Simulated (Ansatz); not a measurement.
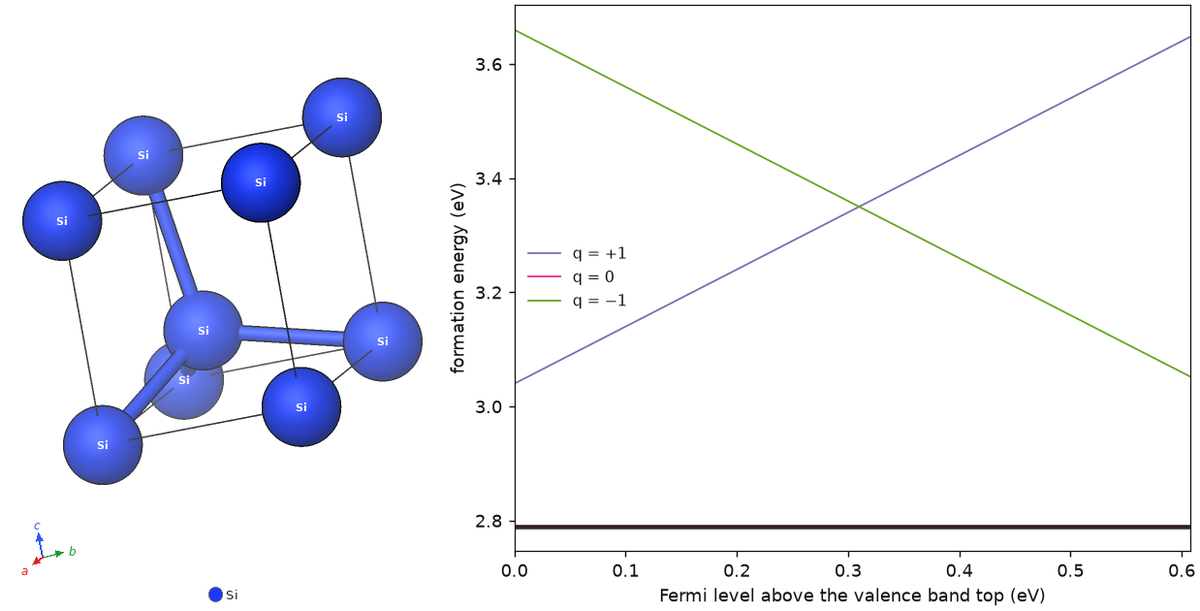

The figure shows the formation energy of each charge state against the Fermi level for substitution (removed Si, added Hf) in Si. The thick line follows the lowest charge state; the axis spans the host's computed gap. The cell is drawn beside the plot.

Structure:
```
CELL_PARAMETERS angstrom
0.00000 2.73500 2.73500
2.73500 0.00000 2.73500
2.73500 2.73500 0.00000
ATOMIC_POSITIONS crystal
Si 0.25000 0.25000 0.25000
Si 0.00000 0.00000 0.00000
```

Calculation (Ansatz 0.2.0): charge states of a point defect in a periodic supercell, each relaxed, energies over the elements' standard states with the Fermi level at the host's valence band top, point-charge and potential alignment terms added, no band filling term, levels over that top; plane waves with PAW datasets; energies extrapolated to zero smearing. Level: PBE, allowed.

| setting | value |
| --- | --- |
| host atoms in supercell | 8 |
| wave cutoff | 420 eV |
| k mesh | 3×3×3 |
| occupations | Gaussian |
| smearing width | 0.01 eV |
| k shift | (0, 0, 0) (mesh steps) |
| start displacement | 0 Å |
| defect kind | substitution |
| removed element | Si |
| added element | Hf |
| defect place | (0.25, 0.25, 0.25) (fraction of the host cell vector) |
| host gap | 0.608 eV |
| static dielectric xx yy zz | (12.98, 12.98, 12.98) |

Where do the charge transition levels lie?

Charge 0 is the lowest at every Fermi level in the gap, so no transition level lies inside it.

Which charge is stable in p-type, intrinsic and n-type conditions?

The lowest state is 0 at the valence band top, 0 at mid-gap and 0 at the conduction band bottom, 0.61 eV higher.

What is the formation energy at mid-gap?

With the Fermi level at mid-gap the formation energy is 2.8 eV against the elements' standard states.

Note: charged cell in a neutralising background; coarse k mesh; fractional moment from partly filled bands; narrow smearing for a metal; potential alignment in doubt; small supercell; symmetry that the supercell leaves at the site kept.
